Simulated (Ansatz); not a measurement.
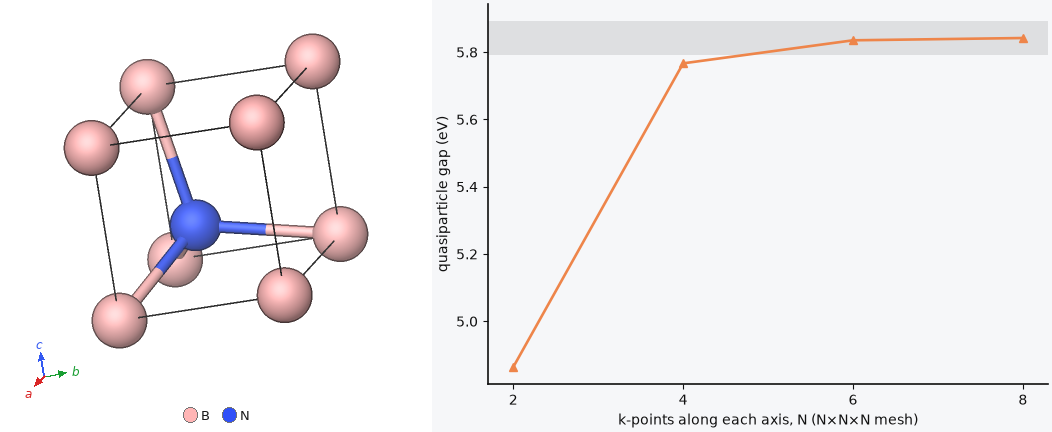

Beside the plot: the structure.

One cell, run at 4 values of the k-point mesh.
System: BN (F-43m, 2 atoms in the cell).
Method: Ansatz, G0W0@PBE, plasmon-pole screening, soft PAW set, first generation; cutoff 420 eV, response cutoff 113 eV, 55 empty bands.
Dashed lines or grey bands mark the tolerance: 0.05 eV.

What is enough for the quasiparticle gap to 0.05 eV?

The quasiparticle gap is within 0.05 eV of the densest setting's value from 6×6×6 on. It is 4.86 eV at 2×2×2, 5.77 eV at 4×4×4 and 5.84 eV at 8×8×8. The potentials or cutoffs used are known to leave an error of their own, so the limit of this scan isn't the converged value for the crystal.
